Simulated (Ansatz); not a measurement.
**MoP4: density, localisation and related maps**

```
CELL_PARAMETERS angstrom
5.21783 0.00000 -0.01205
0.00000 10.94333 0.00000
-2.02713 0.00000 5.37396
ATOMIC_POSITIONS crystal
Mo 0.00000 0.05826 0.25000
Mo 0.50000 0.55826 0.25000
Mo 0.00000 0.94174 0.75000
Mo 0.50000 0.44174 0.75000
P 0.28005 0.09578 0.68301
P 0.78005 0.59578 0.68301
P 0.21995 0.59578 0.81699
P 0.71995 0.09578 0.81699
P 0.21995 0.40422 0.31699
P 0.71995 0.90422 0.31699
P 0.28005 0.90422 0.18301
P 0.78005 0.40422 0.18301
P 0.27766 0.22052 0.18917
P 0.77766 0.72052 0.18917
P 0.22234 0.72052 0.31083
P 0.72234 0.22052 0.31083
P 0.22234 0.27948 0.81083
P 0.72234 0.77948 0.81083
P 0.27766 0.77948 0.68917
P 0.77766 0.27948 0.68917
```

Space group C2/c; changed on purpose from its base cell (equal strain along all axes, cell held, atoms relaxed: -2.0 %); computed pressure about 10 GPa in this cell; computed without spin polarisation.

Method: DFT r2SCAN, scalar-relativistic, plane waves, PAW in Ansatz.

In a PAW calculation such maps are meaningful between the atoms, not at the nuclei.

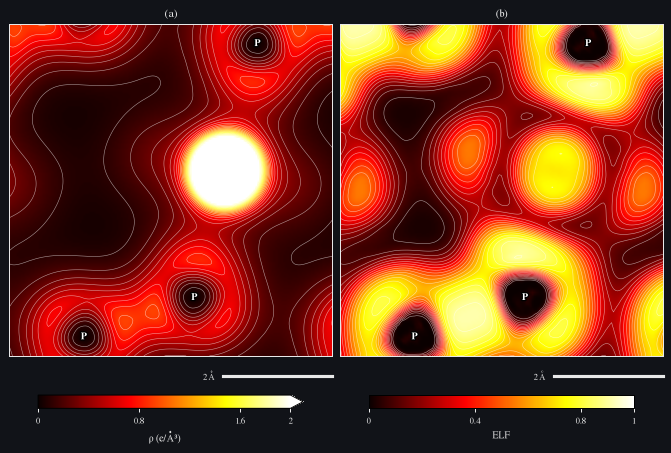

Figure 1. (a) valence charge density (pseudo); (b) electron localisation function on the (010) plane of the conventional cell.

> Read the bonding off the picture.

The section cuts through P sites.
Atoms just off the plane (Mo, 0.4 Å away) can leave unmarked features too.
P–P (2.15 Å): the density is about 0.88 e/Å³ at the midpoint; the ELF peaks at about 0.90 between the atoms.
Between the atoms the lowest density in this plane is 0.04 e/Å³.

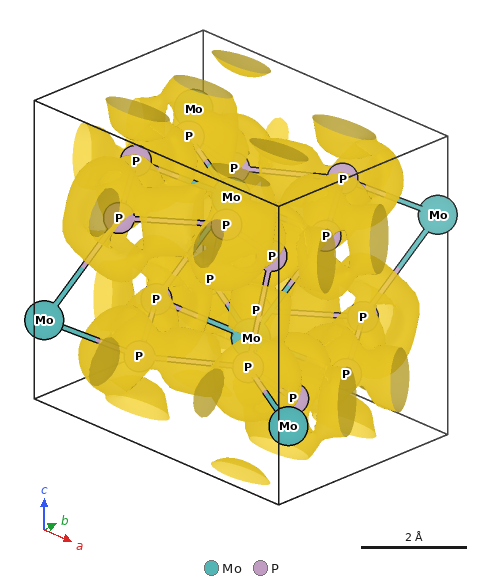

Figure 2. Isosurface of the electron localisation function at 0.7 (yellow), seen slightly off an axis. Only the valence region is drawn (cores and ρ < 0.01 e/Å³ removed). Sticks mark near contacts.

> Describe the localisation domains.

The ELF exceeds this value in sheets that run through the cell in two directions, counted in one cell of 20 atoms. Any copies at cell faces, edges or corners count once. Along the contacts the grid gives the following. Mo–P (2.35 Å): the ELF peaks at about 0.85 in the valence shell of P, 0.8 Å from its nucleus, and is about 0.35 at the midpoint.

> Metal or insulator at this level of theory?

It is metallic or semimetallic at this level of theory: no gap opens.
